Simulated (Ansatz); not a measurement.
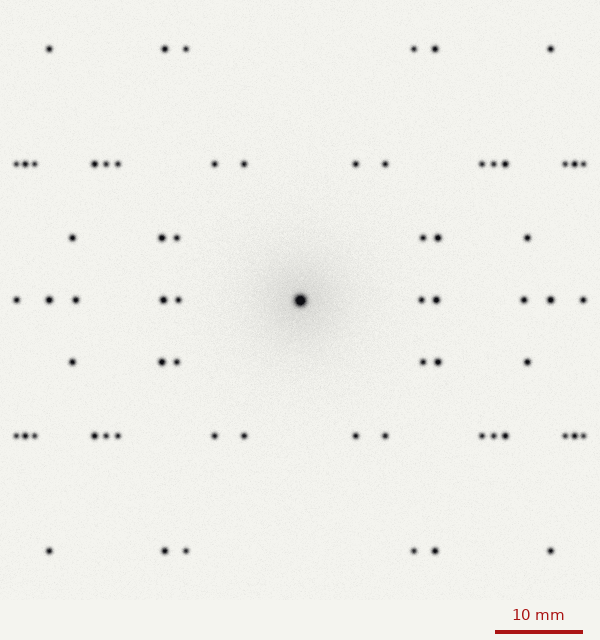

Simulated X-ray rotation photograph: Co Kα radiation (λ = 1.7902 Å), cylindrical film of radius 30.0 mm unrolled, rotation axis vertical and normal to the beam, kinematic intensities without Lorentz or polarisation factors, the film spanning ±63° about the beam; spots down to d = 1.65 Å.

**Measure the layer lines and find the identity period along the axis.**

The first layer line lies 7.1 mm from the equator, so tan ν = 0.238, sin ν = 0.231 and the period is λ/sin ν = 7.75 Å. Further lines follow at 15.6, 28.9 mm.

The crystal is Sr, space group Pm-3n (No. 223), a = 7.75 Å. Structure: the geometry relaxed with Ansatz, DFT, revPBE, plane waves (420 eV) with PAW, scalar-relativistic; the starting structure was generated, so it need not be a known form of this composition.

**About which axis was it rotated?**

About [001] (or an equivalent direction), whose length in the conventional cell is 7.747 Å.
